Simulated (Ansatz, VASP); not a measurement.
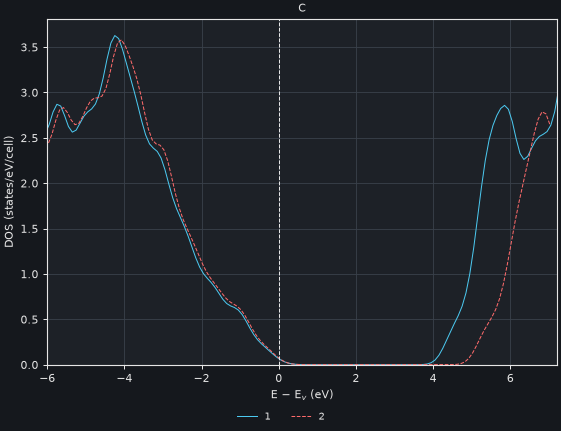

Total densities of states of C, space group P6_3/mmc, 8 atoms in the cell (a = 2.522 Å, c = 8.237 Å (hexagonal axes)), by two methods on the same cell. The DOS curves are built from the levels of the k mesh with Gaussians 0.55 eV wide, which also blur the band edges; ripples of that width can come from the mesh. Each is counted from its own valence-band top.

Q: Which curve is which? The methods: TB-mBJ (VASP), LDA (Ansatz).

A: 1 is LDA (Ansatz); 2 is TB-mBJ (VASP). LDA (Ansatz) gives a gap of 4.38 eV and TB-mBJ (VASP) gives a gap of 5.21 eV.

Settings. LDA (Ansatz): Ansatz PAW, no spin polarisation, no spin-orbit coupling, 12×12×4 k mesh, 420 eV cutoff, Fermi-Dirac smearing of 0.05 eV (Ansatz). TB-mBJ (VASP): VASP PAW PBE potentials, release 64 (C), no spin polarisation, no spin-orbit coupling, 12×12×4 k mesh, 520 eV cutoff, Fermi-Dirac smearing of 0.05 eV (VASP).

Gaps are the smallest over all k points computed. The two runs differ in program as well. The PAW data sets were made with another functional. This is a hexagonal form of diamond, not graphite. LDA, GGA and most meta-GGA functionals understate gaps. TB-mBJ (VASP): this is a model potential built to give gaps, with no total energy. The cell is at −13 GPa in LDA.
